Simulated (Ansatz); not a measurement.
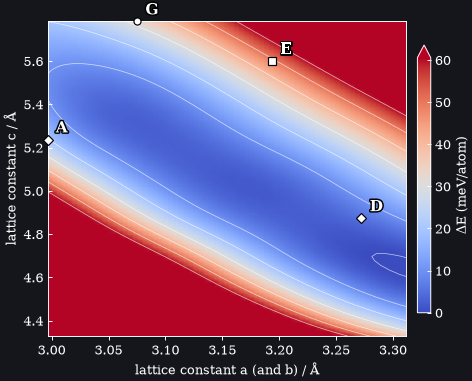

Hg (P6_3/mmc, No. 194; 2 atoms in the cell). 
- The energy is mapped over the lattice constants a and c of the conventional cell.
- First axis: lattice constant a (and b). Second axis: lattice constant c.
- Nothing is relaxed (symmetry fixes all fractional coordinates).
- The grid has 9 × 9 points.
- Points are written as (first, second).
- Energies: meV/atom, counted from the lowest grid point.
- Level of theory: DFT PBEsol+D3(BJ), scalar-relativistic, plane waves, PAW (Ansatz 0.2.0). Settings: cutoff 420 eV, k-mesh 18×18×10 in the order of the run's cell vectors, gaussian smearing 0.15 eV, no spin polarisation.

Drawn: a smooth colour map with a few white contour lines, one colour for all values above the top of the scale, lettered points. Between grid points the surface is interpolated.

**Is D the lowest point of the computed grid?**

No. D lies 5 meV/atom above the lowest grid point, which is at (3.312 Å, 4.691 Å).

**What kind of point is each of D, E: minimum, saddle, maximum or slope?**

D: on a slope; E: on a slope. (In these two coordinates alone; a stationary point may lie a little off the grid point.)

**Rank the lettered points by energy, lowest first.**

D (5 meV/atom), A (21 meV/atom), G (32 meV/atom), E (49 meV/atom).
